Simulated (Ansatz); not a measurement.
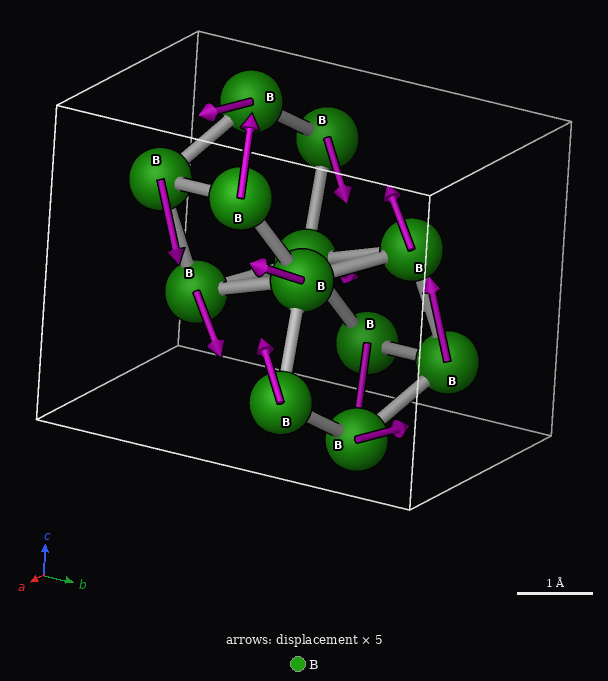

A relaxation of solid B (a generated structure, set up in C2/c) (coarse preliminary run). The starting structure is drawn; purple arrows show the displacements (the part carried along by the change of the cell is left out), 5 times their true length.

The picture is a ball-and-stick view of the cell of the calculation, seen slightly off an axis.

These are results of DFT PBE, scalar-relativistic, plane waves, PAW in Ansatz, not measurements. Settings: plane-wave cutoff 420 eV; k-point mesh 4 × 4 × 4; occupations gaussian; smearing width 0.1 eV; no spin polarisation; cell and atoms relaxed; force threshold 0.04 eV/Å; at most 70 steps.

**What happened in the run?**

After 10 accepted moves (12 points after the start) the energy has fallen by 306 meV per atom. Largest force component: 2.1 eV/Å at the start, 0.012 eV/Å at the end. The pressure goes from 11.46 to −0.03 GPa. At 2 points the geometry stayed and the basis and grid were re-selected for the new cell (energy shift of 6.8 meV per atom at most each time). The largest moves relative to the cell, 0.24 Å, are those of B atoms. The drawn cell changes as follows: a = b 5.252 → 4.850 Å (−7.7 %), c 4.251 → 4.772 Å (+12.2 %), α 100.2° → 96.8°, β 100.2° → 96.8°, γ 117.1° → 113.4°; the volume changes by +2.4 %. Among the contacts that change: B–B 2.341 → 2.821 Å, B–B 2.379 → 1.905 Å, B–B 2.369 → 1.944 Å, B–B 1.752 → 1.929 Å. Bond angles that change, for instance: B–B–B 132.3° → 106.2°, B–B–B 115.3° → 141.3°, B–B–B 111.1° → 136.9°. The space group stays C2/c (No. 15). Cost: 53 s on 1 thread of Arm Neoverse V2, on a shared host, peak memory 0.35 GiB.
